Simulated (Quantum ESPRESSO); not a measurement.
The N K edge of atom 1 in BN (P6_3/mmc), with 3 B at 1.44 Å (trigonal planar, site symmetry -6m2), was computed in 2 ways: full core hole (charged cell) and no core hole. Program and functional: Quantum ESPRESSO XSpectra, LDA, Lorentzian half width 0.3 eV up to 4 eV, rising linearly to 2.5 eV at 25 eV; cells of 4 and 16 atoms (the run without a hole in the smaller).

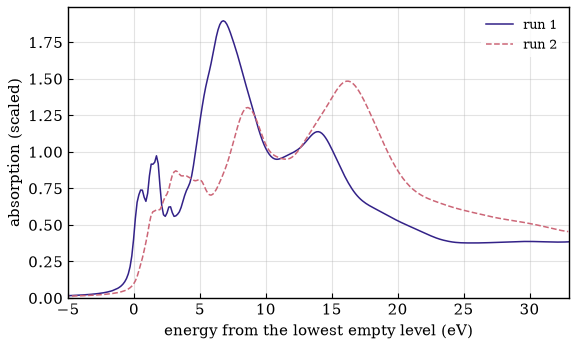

Each run is counted from its own lowest empty level or Fermi level and scaled to a mean of 1 over its first 20 eV. (XSpectra's own axis starts at xe0, in the gap; it has been shifted.)

The database entry behind the starting cell differs from later determinations by our own check (about 0.3 % short, minor phase), so it need not match the best structure at ambient conditions.

Q: Which run is which?

Run 1: full core hole (charged cell) (area from −2 to 6 eV 5.4, main maxima 0.5 eV (0.74), 1.7 eV (0.97), 6.8 eV (1.90) and 14.0 eV (1.14)). Run 2: no core hole (area from −2 to 6 eV 4.0, main maxima 3.2 eV (0.87), 8.6 eV (1.30) and 16.3 eV (1.48)). With each curve scaled to its own mean, the area from −2 to 6 eV with the hole is 5.4 against 4.0, and the centre of weight from −1 to 20 eV moves by -1.9 eV: the hole pulls the absorber's empty states down.

[Hosts, paths, dates, database ids (printed as entryN), source tags and the programs' standing remarks are cut or masked in the printed files.]

[Lists of maxima count a maximum above −3 eV only where it reaches 4 % of the highest in the window and stands out from its surroundings by 2 % of it (1.5 % where it reaches 55 %); shoulders and weaker maxima are passed over, and of the rest the first, up to two pre-edge ones and the few strongest are named.]
